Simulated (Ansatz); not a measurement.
Geometry relaxation of Ta$_{16}$H$_{3}$N$_{17}$ (part 5 of 5)

Ta$_{16}$H$_{3}$N$_{17}$ (slab, 36 atoms in the cell); DFT PBE, scalar-relativistic, plane waves, PAW, no spin polarisation (Ansatz 0.2.0); cutoff 420 eV, 4×3×1 k-mesh, Gaussian smearing of 0.1 eV. The structure derives from an entry of the Crystallography Open Database. The input holds or restrains some coordinates. Forces given for the steps count only the free coordinates. It belongs to a series of runs on one base structure; here: 1 NH3 a cell, inverted, over a bridge N-Ta site.

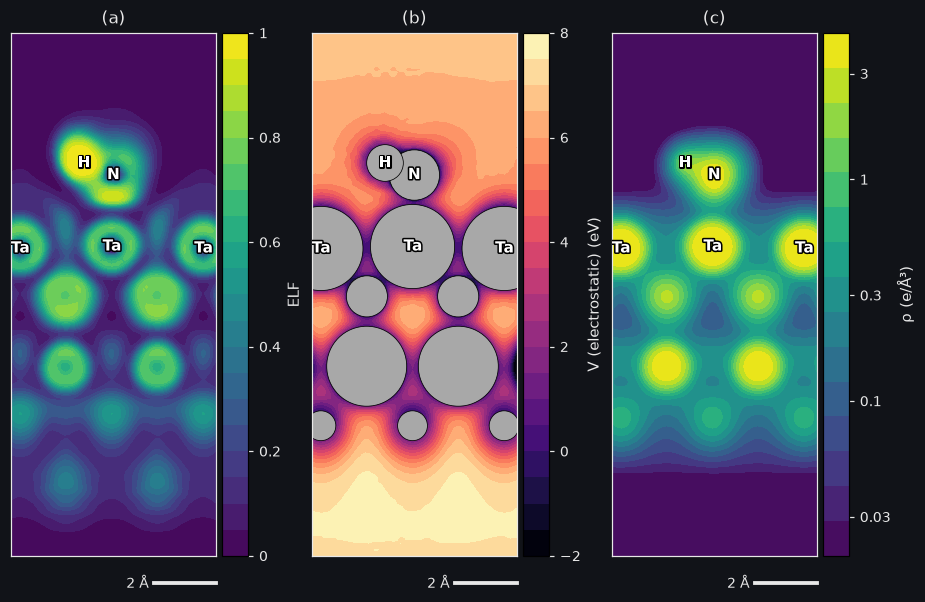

(a) electron localisation function; (b) electrostatic potential energy of an electron; (c) valence pseudo-density on the (010) plane of the calculation cell, a cut from vacuum to vacuum. Grey discs, where drawn, cover atomic cores. The section cuts through Ta, N and H sites. N–H (1.02 Å): the density is about 2.9 e/Å³ at the midpoint; the ELF climbs to about 1 towards the hydrogen, as it does in any bond to H (a covalent bond by its length). Ta–N (2.30 Å): the density is about 0.47 e/Å³ at the midpoint; the ELF is about 0.20 at the midpoint (no shared pair; the contact is polar). The density dies away to nearly zero in the vacuum. The strong features right at Ta lie inside the PAW spheres (semicore, d or f shells) and say nothing about bonding. Core electrons are frozen (PAW), so the fields are smoothed inside the atomic spheres.

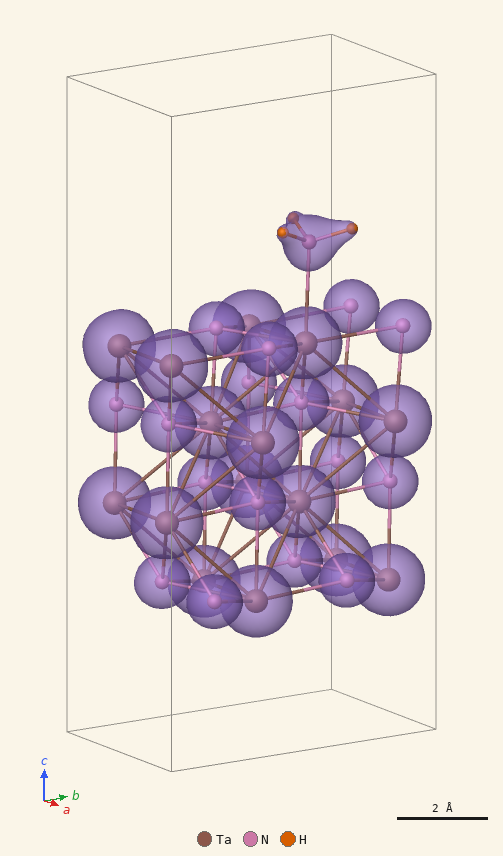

Isosurface of the valence electron density at 1.5 e/Å³ (purple), seen slightly off an axis. Sticks mark near contacts. At this value the density breaks into separate islands; it holds about 50 % of the electrons treated as valence (semicore included). It is pinched off along the Ta–N (2.07 Å), Ta–Ta (2.85 Å) and Ta–N (2.14 Å) contacts. On the grid the lowest density along these lines, outside the cores, is 2.2 e/Å³ (N–H, 1.02 Å), 0.8 e/Å³ (Ta–N, 2.07 Å), 0.35 e/Å³ (Ta–Ta, 2.85 Å) and 0.66 e/Å³ (Ta–N, 2.14 Å).
